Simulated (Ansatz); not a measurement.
Run report: Ti12H, geometry relaxation (part 2 of 2)

Ti12H (slab, 13 atoms in the cell); DFT PBE, scalar-relativistic, plane waves, PAW, PAW set soft_1, no spin polarisation (Ansatz 0.2.0); cutoff 420 eV, 5×5×1 k-mesh, Gaussian smearing of 0.1 eV. The structure derives from an entry of the Crystallography Open Database. The input holds or restrains some coordinates. Forces given for the steps count only the free coordinates.

Geometry of the input (Å; fractional positions):
```
5.8151  0.0000  0.0000
0.0000  5.8151  0.0000
0.0000  0.0000  19.3060
Ti 0.2500  0.2500  0.2072
Ti 0.2500  0.7500  0.2072
Ti 0.7500  0.2500  0.2072
Ti 0.7500  0.7500  0.2072
Ti 0.0000  0.0000  0.3058
Ti 0.0000  0.5000  0.3058
Ti 0.5000  0.0000  0.3058
Ti 0.5000  0.5000  0.3058
Ti 0.2500  0.2500  0.4043
Ti 0.2500  0.7500  0.4043
Ti 0.7500  0.2500  0.4043
Ti 0.7500  0.7500  0.4043
H  0.2500  0.5000  0.4624
```

```
WARN: The output density's exchange-correlation potential varies sharply where the density is thin. Do not read a vacuum level from v_tot or v_xc, or from such a field of the output density. On a cell that repeats whose density bears no net charge and no dipole along the vacuum's axis use v_es (v_loc + v_h of the components); under efield.dipole_correction with no amplitude use v_es + v_field, which holds any external_charges[].barrier, or the levels of the report's work_function block, which leave it out; under a non-zero efield.amplitude the vacuum is tilted and has no level; on a cell that repeats and bears such a dipole with no correction it is tilted too, and efield.dipole_correction with no amplitude gives each side of its ramp a level where efield: is served; in a cell that repeats whose density bears a net charge (total_charge, or a fill off its count) it is curved and has none; of a slab under crystal.periodic whose density bears no net charge use v_es, which has a level on each side, short of where the two are joined; of another it falls or rises all the way out and has none; of a slab beside external_charges read slab_vacuum_level instead, which it has where they leave it neutral. The grid or the basis barely resolves most such structure, and the values can differ between equally converged runs; as a rule a tighter scf.convergence.dr2_threshold does not remove it. Where the density itself ripples (under the LDA too) a higher basis.ecutwfc lessens it. The files hold the spikes' plane waves up to the density's cutoff. Files: v_tot_of_output_density and the like, and their columns of v_z.tsv (output.write_potential); v_xc_of_output_density and the like, and their columns of v_comp_z.tsv (output.write_potential_components). Measured: with its Gaussian average of σ = 0.25 Å subtracted twice, the exchange-correlation potential is over 0.1 eV at 3411 of the grid points where the equally averaged density (valence and model cores) is under 1e-3 e/Å³, and 0.795 eV at the most among them, at an averaged density of 2.0e-7 e/Å³. The input density's (outcome.potential() and, of a run that writes arrays, v_tot and v_xc) is over 0.1 eV, so measured, at 18 points of its own thin density, 0.146 eV at the most. See output.write_potential in the manual, Limitations
SCF converged after 5 iterations
Free energy (F): -30004.942495 eV
Harris-Foulkes:  -30004.942495 eV  (|F-HF|=1.05e-8)
Internal energy: -30004.804318 eV  (E = F + TS)
E sigma→0 (E₀):  -30004.873407 eV
Entropy (-TS):   -0.138177 eV (-10.629 meV/atom)
Fermi energy:    1.665522 eV
Dipole field:    D = -0.014385 V/Å  (p = -0.051899 e·Å, saw-weighted, corrected)
Work function:   Φ+ = 4.1015 eV   Φ− = 3.8238 eV
Levels:          The Fermi level and band energies are counted from a zero that moves with the ramp; work functions are not
--- Per-component energies (eV) ---
  E_band       = -3554.561740
  E_kinetic    = 3385.679940
  E_local      = -101635.643418  (includes V_loc(G=0)·N_el)
  E_nonlocal   = 731.965388
  E_hartree    = 48902.146230
  E_xc         = -1395.442668
  E_vxc        = -1746.874805  (∫ρ·V_xc dr)
  E_paw        = -12509.784148  (= ΣΔE_a)
  E_vpaw       = -2092.860758  (= ΣTr[D̂ρ^β])
  E_aug_tail   = -0.001826  (compensation charges beyond the density's cutoff)
  E_efield     = 0.000373  (sawtooth field / dipole correction)
  E_vefield    = -1.122903  (∫n·V_field dr)
  E_ewald      = 32516.275811
  E_smearing   = -0.138177  (= −TS)
  E_closure    = -0.000000  (closes the sum)
  Σ components = -30004.942495   (vs F -30004.942495, Δ=0.00e0)
--- Forces (eV/Å), atoms counted from 1 ---
  atom   1  Ti     0.00000000    -0.01001556    -0.00322657
  atom   2  Ti     0.00000000     0.01001556    -0.00322657
  atom   3  Ti     0.00000000    -0.00812886     0.04485437
  atom   4  Ti     0.00000000     0.00812886     0.04485437
  atom   5  Ti    -0.11979631     0.00000000    -0.18705459
  atom   6  Ti    -0.06950406     0.00000000    -0.14930647
  atom   7  Ti     0.11979631     0.00000000    -0.18705459
  atom   8  Ti     0.06950406     0.00000000    -0.14930647
  atom   9  Ti     0.00000000     0.75886674     0.30881413
  atom  10  Ti     0.00000000    -0.75886674     0.30881413
  atom  11  Ti     0.00000000    -0.13094755    -0.02335000
  atom  12  Ti     0.00000000     0.13094755    -0.02335000
  atom  13  H      0.00000000     0.00000000     0.01851499
  max |Σ_I F_I| component: 2.33e-5 eV/Å
--- Band table (eV; the first three rows and the last of 9) ---
  k-point 0: bands = ["-55.1269", "-55.0914", "-55.0784", "-55.0429", "-55.0414", "-55.0263", "-55.0013", "-54.9833", "-54.6639", "-54.6389", "-54.6331", "-54.5932", "-31.6284", "-31.5949", "-31.5880", "-31.5772", "-31.5696", "-31.5362", "-31.5337", "-31.4851", "-31.4836", "-31.4740", "-31.4456", "-31.4378", "-31.4289", "-31.3912", "-31.3845", "-31.3574", "-31.1709", "-31.1676", "-31.1324", "-31.1213", "-31.1038", "-31.0876", "-31.0814", "-31.0684", "-31.0075", "-30.9979", "-30.9799", "-30.9750", "-30.8551", "-30.8140", "-30.7857", "-30.7825", "-30.7578", "-30.7468", "-30.7361", "-30.7335", "-3.7612", "-2.5089", "-1.3251", "-0.8022", "-0.7293", "-0.6848", "-0.5238", "-0.4493", "-0.3482", "-0.2199", "0.0595", "0.1292", "0.2627", "0.2927", "0.3313", "0.4205", "1.0760", "1.3837", "1.4220", "1.5248", "1.5311", "1.6079", "1.6196", "1.6821", "1.6852", "1.7372", "2.3356", "2.4523", "2.5098", "2.5145", "2.5201", "2.5212", "2.5215", "2.5526", "2.5583", "2.5619", "2.6117", "2.7548", "2.7606"]
  k-point 1: bands = ["-55.1222", "-55.0869", "-55.0829", "-55.0476", "-55.0376", "-55.0223", "-55.0051", "-54.9875", "-54.6622", "-54.6354", "-54.6348", "-54.5967", "-31.6122", "-31.5823", "-31.5757", "-31.5588", "-31.5519", "-31.5278", "-31.5150", "-31.4846", "-31.4797", "-31.4540", "-31.4529", "-31.4470", "-31.4079", "-31.3948", "-31.3717", "-31.3623", "-31.2022", "-31.1768", "-31.1612", "-31.1332", "-31.1181", "-31.1089", "-31.1073", "-31.0864", "-30.9975", "-30.9794", "-30.9687", "-30.9603", "-30.8472", "-30.8026", "-30.7901", "-30.7795", "-30.7749", "-30.7660", "-30.7572", "-30.7336", "-3.5577", "-2.3869", "-1.2212", "-1.1291", "-0.6437", "-0.5653", "-0.4171", "-0.3872", "-0.3516", "-0.1075", "0.1524", "0.1608", "0.3402", "0.3875", "0.4624", "0.4771", "1.1307", "1.2179", "1.2686", "1.3441", "1.3539", "1.5223", "1.5770", "1.6184", "1.7024", "1.8207", "2.0666", "2.1199", "2.4762", "2.5177", "2.5448", "2.5783", "2.6104", "2.6197", "2.6402", "2.6733", "2.7546", "2.7865", "2.8768"]
  k-point 2: bands = ["-55.1099", "-55.0949", "-55.0750", "-55.0600", "-55.0276", "-55.0152", "-55.0116", "-54.9984", "-54.6588", "-54.6380", "-54.6279", "-54.6043", "-31.5807", "-31.5549", "-31.5431", "-31.5312", "-31.5232", "-31.5156", "-31.5035", "-31.4890", "-31.4877", "-31.4857", "-31.4260", "-31.4003", "-31.3832", "-31.3623", "-31.3409", "-31.3057", "-31.2899", "-31.2682", "-31.2325", "-31.1959", "-31.1446", "-31.1241", "-31.1094", "-31.0976", "-30.9805", "-30.9607", "-30.9248", "-30.9144", "-30.8450", "-30.8383", "-30.8302", "-30.8017", "-30.7884", "-30.7745", "-30.7561", "-30.7337", "-3.0023", "-2.2603", "-1.8684", "-1.0120", "-0.5730", "-0.2541", "-0.2026", "-0.1361", "-0.1182", "0.0971", "0.1849", "0.3276", "0.3944", "0.4366", "0.6432", "0.7446", "0.8404", "0.9283", "0.9739", "0.9805", "1.2850", "1.4141", "1.5761", "1.6197", "1.7127", "1.7380", "1.8169", "1.8611", "2.2855", "2.5995", "2.6027", "2.7247", "2.7629", "2.7756", "2.8227", "2.8489", "2.8696", "2.9221", "3.0227"]
  k-point 8: bands = ["-55.1042", "-55.0901", "-55.0608", "-55.0466", "-55.0427", "-55.0290", "-55.0169", "-55.0030", "-54.6480", "-54.6384", "-54.6264", "-54.6160", "-31.5562", "-31.5358", "-31.5037", "-31.4938", "-31.4904", "-31.4771", "-31.4616", "-31.4349", "-31.4118", "-31.4041", "-31.3927", "-31.3741", "-31.3704", "-31.3544", "-31.3442", "-31.3165", "-31.2971", "-31.2888", "-31.2550", "-31.2486", "-31.2406", "-31.2345", "-31.2292", "-31.2012", "-30.9242", "-30.9109", "-30.9047", "-30.9015", "-30.8565", "-30.8378", "-30.8359", "-30.8279", "-30.8031", "-30.7892", "-30.7823", "-30.7743", "-2.4898", "-1.8896", "-1.3691", "-1.2465", "-0.8221", "-0.4148", "-0.0261", "0.0940", "0.2589", "0.3910", "0.4801", "0.5038", "0.6166", "0.8028", "0.8548", "0.8735", "0.9288", "1.1176", "1.1895", "1.1998", "1.2223", "1.2981", "1.3858", "1.4799", "1.4897", "1.5348", "1.5696", "1.8069", "2.0679", "2.2856", "2.3401", "2.3657", "2.4422", "2.5096", "2.5640", "2.6073", "2.6317", "2.6500", "2.8064"]
--- Relaxed structure (3 steps of the walk, 3 accepted, 0 SCFs on fresh bases) ---
  F+E_penalty+E_count = -30004.94249541 eV   max|allowed force component| = 1.851e-2 eV/Å
  atoms:
    - { symbol: Ti, position: [0.25, 0.25, 0.2071896621] }
    - { symbol: Ti, position: [0.25, 0.7499999999999999, 0.2071896621] }
    - { symbol: Ti, position: [0.7499999999999999, 0.25, 0.2071896621] }
    - { symbol: Ti, position: [0.7499999999999999, 0.7499999999999999, 0.2071896621] }
    - { symbol: Ti, position: [0.0, 0.0, 0.3057583574] }
    - { symbol: Ti, position: [0.0, 0.5, 0.3057583574] }
    - { symbol: Ti, position: [0.5, 0.0, 0.3057583574] }
    - { symbol: Ti, position: [0.5, 0.5, 0.3057583574] }
    - { symbol: Ti, position: [0.25, 0.25, 0.4043297214] }
    - { symbol: Ti, position: [0.25, 0.7499999999999999, 0.4043297214] }
    - { symbol: Ti, position: [0.7499999999999999, 0.25, 0.4043297214] }
    - { symbol: Ti, position: [0.7499999999999999, 0.7499999999999999, 0.4043297214] }
    - { symbol: H, position: [0.25, 0.5, 0.47204290248163727] }
```

## Trajectory as extended XYZ (Å, eV, eV/Å), 3 frames, from step=1 to step=3
```
13
Lattice="5.8151 0.0000 0.0000 0.0000 5.8151 0.0000 0.0000 0.0000 19.3060" Properties=species:S:1:pos:R:3:forces:R:3 step=1 energy=-30004.87016
Ti    1.4538    1.4538    4.0000    0.0000  -0.0111   0.0070
Ti    1.4538    4.3613    4.0000    0.0000   0.0111   0.0070
Ti    4.3613    1.4538    4.0000    0.0000  -0.0119   0.0538
Ti    4.3613    4.3613    4.0000    0.0000   0.0119   0.0538
Ti    0.0000    0.0000    5.9030   -0.1436   0.0000  -0.2307
Ti    0.0000    2.9075    5.9030   -0.0524   0.0000  -0.1706
Ti    2.9075    0.0000    5.9030    0.1436   0.0000  -0.2307
Ti    2.9075    2.9075    5.9030    0.0524   0.0000  -0.1706
Ti    1.4538    1.4538    7.8060    0.0000   0.4826  -0.0095
Ti    1.4538    4.3613    7.8060    0.0000  -0.4826  -0.0095
Ti    4.3613    1.4538    7.8060    0.0000  -0.1585  -0.0344
Ti    4.3613    4.3613    7.8060    0.0000   0.1585  -0.0344
H     1.4538    2.9075    8.9276    0.0000   0.0000   0.7750
13
Lattice="5.8151 0.0000 0.0000 0.0000 5.8151 0.0000 0.0000 0.0000 19.3060" Properties=species:S:1:pos:R:3:forces:R:3 step=2 energy=-30004.94248
Ti    1.4538    1.4538    4.0000    0.0000  -0.0100  -0.0033
Ti    1.4538    4.3613    4.0000    0.0000   0.0100  -0.0033
Ti    4.3613    1.4538    4.0000    0.0000  -0.0081   0.0445
Ti    4.3613    4.3613    4.0000    0.0000   0.0081   0.0445
Ti    0.0000    0.0000    5.9030   -0.1199   0.0000  -0.1878
Ti    0.0000    2.9075    5.9030   -0.0701   0.0000  -0.1506
Ti    2.9075    0.0000    5.9030    0.1199   0.0000  -0.1878
Ti    2.9075    2.9075    5.9030    0.0701   0.0000  -0.1506
Ti    1.4538    1.4538    7.8060    0.0000   0.7586   0.3090
Ti    1.4538    4.3613    7.8060    0.0000  -0.7586   0.3090
Ti    4.3613    1.4538    7.8060    0.0000  -0.1309  -0.0237
Ti    4.3613    4.3613    7.8060    0.0000   0.1309  -0.0237
H     1.4538    2.9075    9.1133    0.0000   0.0000   0.0193
13
Lattice="5.8151 0.0000 0.0000 0.0000 5.8151 0.0000 0.0000 0.0000 19.3060" Properties=species:S:1:pos:R:3:forces:R:3 step=3 energy=-30004.94249
Ti    1.4538    1.4538    4.0000    0.0000  -0.0100  -0.0032
Ti    1.4538    4.3613    4.0000    0.0000   0.0100  -0.0032
Ti    4.3613    1.4538    4.0000    0.0000  -0.0081   0.0449
Ti    4.3613    4.3613    4.0000    0.0000   0.0081   0.0449
Ti    0.0000    0.0000    5.9030   -0.1198   0.0000  -0.1871
Ti    0.0000    2.9075    5.9030   -0.0695   0.0000  -0.1493
Ti    2.9075    0.0000    5.9030    0.1198   0.0000  -0.1871
Ti    2.9075    2.9075    5.9030    0.0695   0.0000  -0.1493
Ti    1.4538    1.4538    7.8060    0.0000   0.7589   0.3088
Ti    1.4538    4.3613    7.8060    0.0000  -0.7589   0.3088
Ti    4.3613    1.4538    7.8060    0.0000  -0.1309  -0.0233
Ti    4.3613    4.3613    7.8060    0.0000   0.1309  -0.0233
H     1.4538    2.9075    9.1133    0.0000   0.0000   0.0185
```

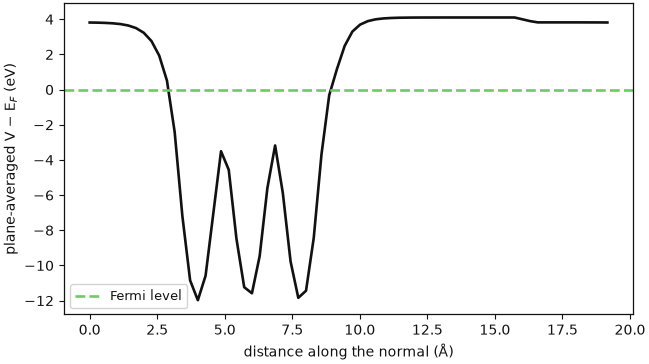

**Figure 1.** Plane average of the electrostatic potential energy of an electron across the cell, from the Fermi level. The vacuum level lies 4.10 eV above the Fermi level on the upper side and 3.82 eV on the lower.

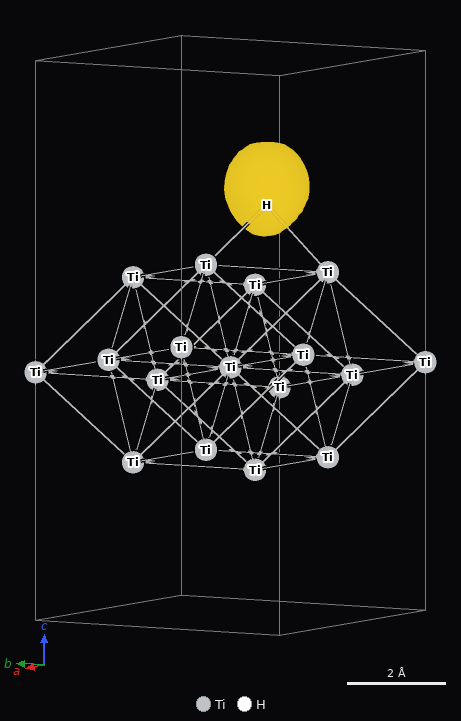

**Figure 2.** Isosurface of the ELF at 0.85 (yellow), seen at an oblique angle. Core shells and regions of very low density are left out. Sticks mark near contacts. Profiles from the grid: Ti–H (1.96 Å): the ELF climbs to about 1 towards the hydrogen, as it does in any bond to H. Ti–Ti (2.80 Å): the ELF is about 0.20 at the midpoint; no localised pair between them. In a PAW calculation such maps are meaningful between the atoms, not at the nuclei.

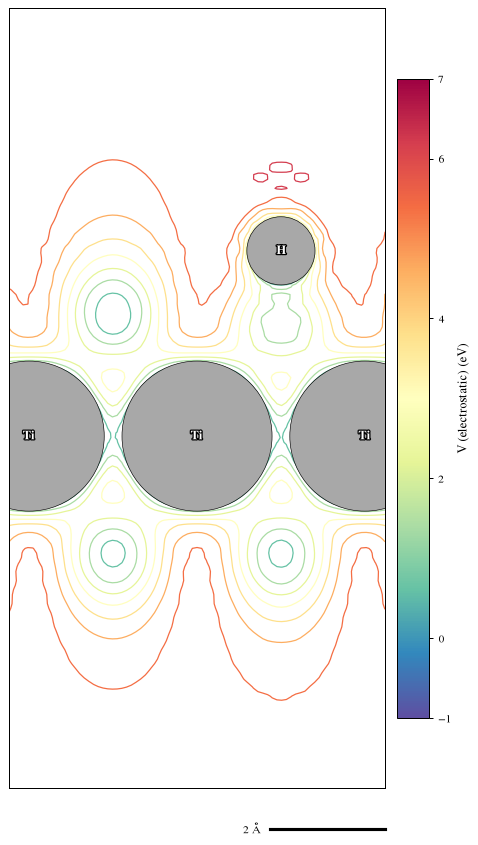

**Figure 3.** Electrostatic potential (local pseudopotential plus Hartree) felt by an electron on the (010) plane of the calculation cell, a cut from vacuum to vacuum. Grey discs, where drawn, cover atomic cores. The section cuts through Ti and H sites.

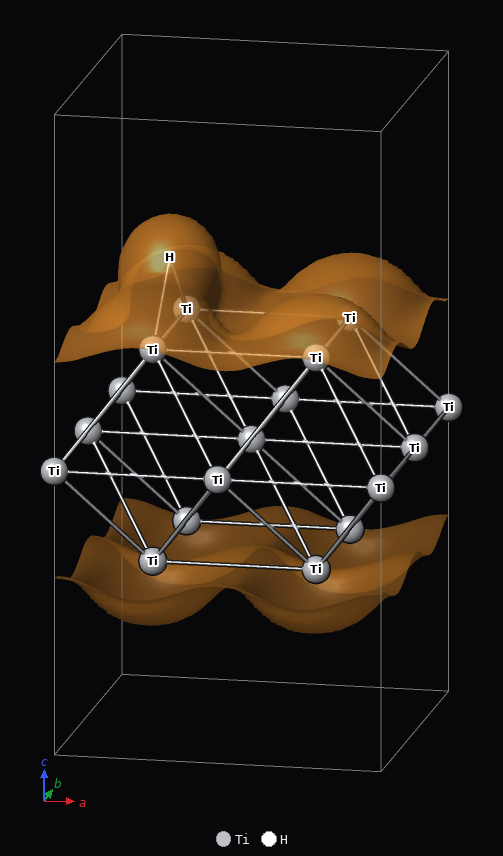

**Figure 4.** Isosurface of the valence pseudo-density at 0.15 e/Å³ (orange), seen slightly off an axis. Sticks mark near contacts. At this value the density is joined into sheets; it holds about 95 % of the electrons treated as valence (semicore included). On the grid the lowest density along these lines, outside the cores, is 0.36 e/Å³ (Ti–H, 1.96 Å), 0.22 e/Å³ (Ti–Ti, 2.80 Å) and 0.19 e/Å³ (Ti–Ti, 2.91 Å).

## Summary

| quantity | value |
| --- | --- |
| outcome | converged under the restraints of the input |
| electrons treated | 145 |
| free energy | −30004.9425 eV |
| work function, top face | 4.10 eV |
| work function, bottom face | 3.82 eV |
| Fermi energy | 1.666 eV |
| gap on the k-point mesh | none (metallic) |
| final volume | 652.84 Å³ |
| work function (upper face) | 4.10 eV |
| largest force (length of the vector) at the end, held atoms and coordinates included | 0.819 eV/Å |
| hardware | 4 threads of Arm Neoverse V1, 24 GiB of memory available, shared host |
| wall time | 63 s (CPU time 4 min) |
| peak memory | 1.5 GiB |

Notes on the run: the exchange-correlation potential is rough where the density is thin.
